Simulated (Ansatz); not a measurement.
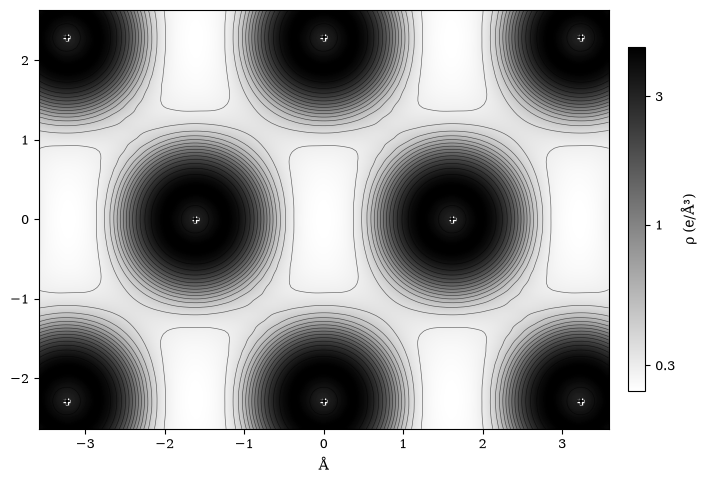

The valence electron density on a plane through atoms (crosses mark nuclei in the plane).

The calculation used DFT, PBEsol, PAW with Ansatz's default frozen-core files, scalar-relativistic; relaxation of cell and atoms in Ansatz 0.2.0.

Candidates:
A. Se, a = 4.04 Å, b = 4.04 Å, c = 5.12 Å, α = 90.00°, β = 90.00°, γ = 120.00°. Space group P3₁21.
B. Ti, a = 2.90 Å, b = 2.90 Å, c = 4.59 Å, α = 90.00°, β = 90.00°, γ = 120.00°. Space group P6₃/mmc; computed without spin polarisation.
C. Ta, a = 3.23 Å, b = 3.23 Å, c = 3.23 Å, α = 90.00°, β = 90.00°, γ = 90.00°. Space group Im-3m; computed pressure about 10 GPa in this cell; computed without spin polarisation.

**Which system is this?**

Candidate C: Ta on the (011̄) plane of the conventional cell, which holds Ta. Ta–Ta (2.80 Å): ρ is about 0.33 e/Å³ halfway.
